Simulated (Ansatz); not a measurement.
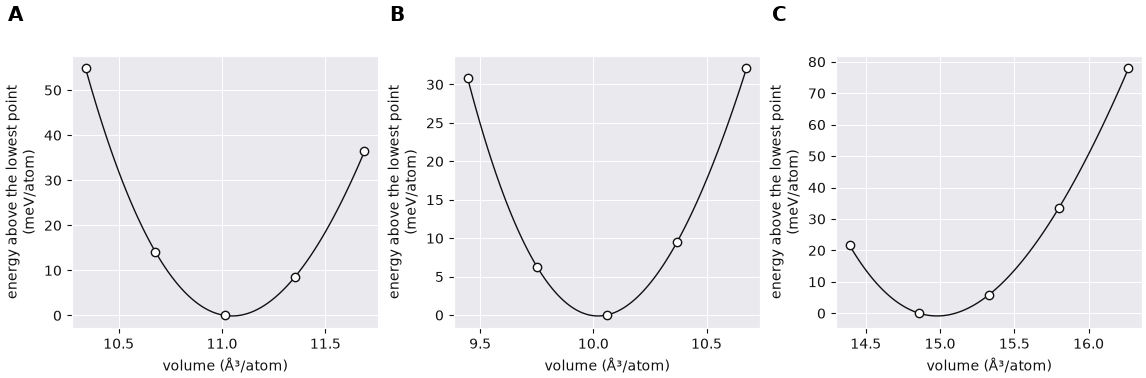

Each panel shows the energy above the lowest point against volume for one of these solids: Co, Fm-3m (No. 225); Pt, Fm-3m (No. 225); TaC, Fm-3m (No. 225).

Calculation (Ansatz 0.2.0 development build): equation of state of a cubic crystal from periodic Kohn-Sham density functional theory without spin, third-order Birch-Murnaghan fit to the free energies; pressure corrected for the finite basis. Level: HSE06.

Q: Which panel belongs to which solid?

A: A is TaC (energy above the lowest point from 0.0 meV/atom to 54.8 meV/atom, V0 11.05 Å³/atom, B0 347 GPa); B is Co (energy above the lowest point from 0.0 meV/atom to 32.1 meV/atom, V0 10.02 Å³/atom, B0 269 GPa); C is Pt (energy above the lowest point from 0.0 meV/atom to 77.9 meV/atom, V0 14.98 Å³/atom, B0 281 GPa).

For Co, limits of the calculation: coarse k-mesh, values are not converged in k; cubic model structure, not the ambient form; known magnet treated without spin, far from its ground state.

For Pt, limits of the calculation: coarse k-mesh, values are not converged in k.

For TaC, limits of the calculation: coarse k-mesh, values are not converged in k.
